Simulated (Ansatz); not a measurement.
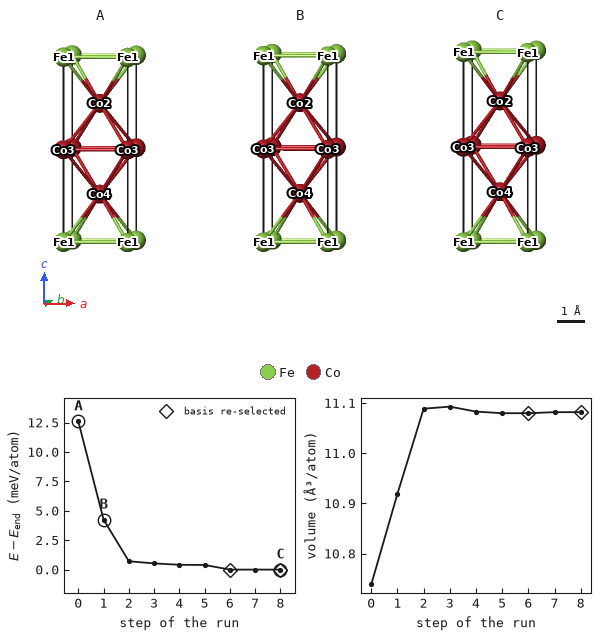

Frames of a relaxation of solid FeCo₃ (set up in P4/mmm), marked on the history of the run. Style: ball-and-stick. Shown: the cell of the calculation, from a free direction.

These are results of DFT r2SCAN, scalar-relativistic, plane waves, PAW in Ansatz, not measurements. Settings: plane-wave cutoff 500 eV; k-point mesh 16 × 16 × 6; occupations gaussian; smearing width 0.1 eV; collinear spin; cell and atoms relaxed; force threshold 0.005 eV/Å; at most 80 steps.

Question: Describe the path.

Answer: The largest moves relative to the cell, 0.046 Å, are those of Co2 and Co4. Co2 goes along −c. Fe stays in place. Cell: a = b 2.466 → 2.473 Å (+0.3 %), c 7.063 → 7.250 Å (+2.6 %). Volume +3.2 %. Near-neighbour distances that change, for instance: Fe1–Co2 2.505 → 2.576 Å, Fe1–Fe1 2.466 → 2.473 Å, Co2–Co2 2.466 → 2.473 Å. The space group stays P4/mmm (No. 123). After 6 accepted moves (8 points after the start) the energy has fallen by 12.6 meV per atom. The largest force component goes from 0.44 to under 0.0001 eV/Å. Pressure: 6.63 GPa at the start and 0.00 GPa at the end. At 2 points the geometry stayed and the basis and grid were re-selected for the new cell (energy shift of 0.4 meV per atom at most each time). From step 0 to 1: Co atoms move most (0.02 Å), volume +1.7 %, energy −8.3 meV per atom. From step 1 to 8: Co atoms move most (0.03 Å), volume +1.5 %, energy −4.3 meV per atom.
